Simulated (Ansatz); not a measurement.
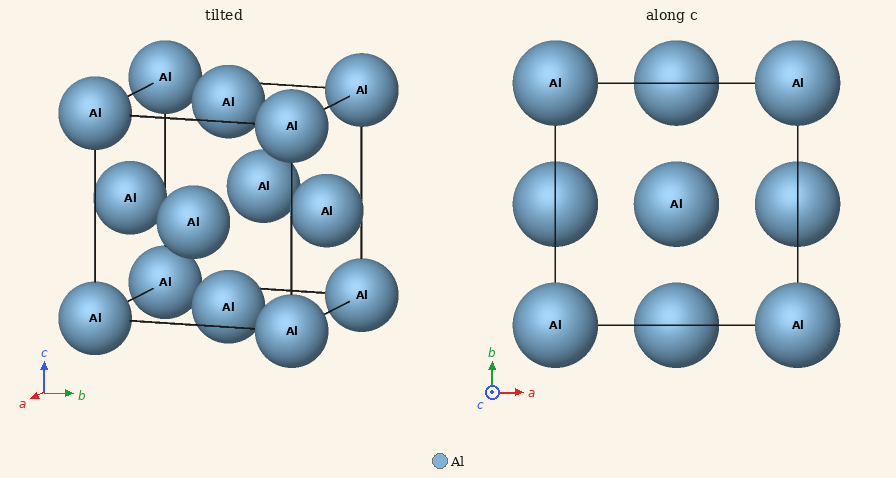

We look at a spheres-only model of the crystal slightly off an axis and along the c axis. The outline marks the conventional unit cell.

Al, face-centred cubic (Cu type), space group Fm-3m (No. 225), a = 4.040 Å, b = 4.040 Å, c = 4.040 Å, α = 90.00°, β = 90.00°, γ = 90.00°. Origin of the cell: a random cell made by a generator, so it need not be a real form of the element. Earlier steps of the study, as a rule a relaxation of our own, may have changed the cell and positions, so they can lie some per cent off the listed ones. It was the input of a calculation with Ansatz.

This one geometry was computed with Ansatz (DFT, plane waves, PAW) at three levels of theory: PBE, PBEsol and r2SCAN.

Which level gives the highest pressure at this volume, and what does that say about its equilibrium volume?

Answer. Highest: PBE (0.0 GPa), which points to the largest equilibrium volume. Lowest, with the smallest volume: r2SCAN (-3.0 GPa). Levels within 0.5 GPa of each other can't be told apart.

How does the band gap change with the level of theory?

Answer. All levels give a metal.

Collect the results in a table.

Answer.
| level | cutoff (eV) | k-mesh of the run's cell | gap (eV) | pressure (GPa) |
| --- | --- | --- | --- | --- |
| PBE | 420 | 28×28×28 | metal | 0.0 |
| PBEsol | 420 | 28×28×28 | metal | -1.5 |
| r2SCAN | 500 | 28×28×28 | metal | -3.0 |

Gaps are taken on the k-mesh or band path of each run.
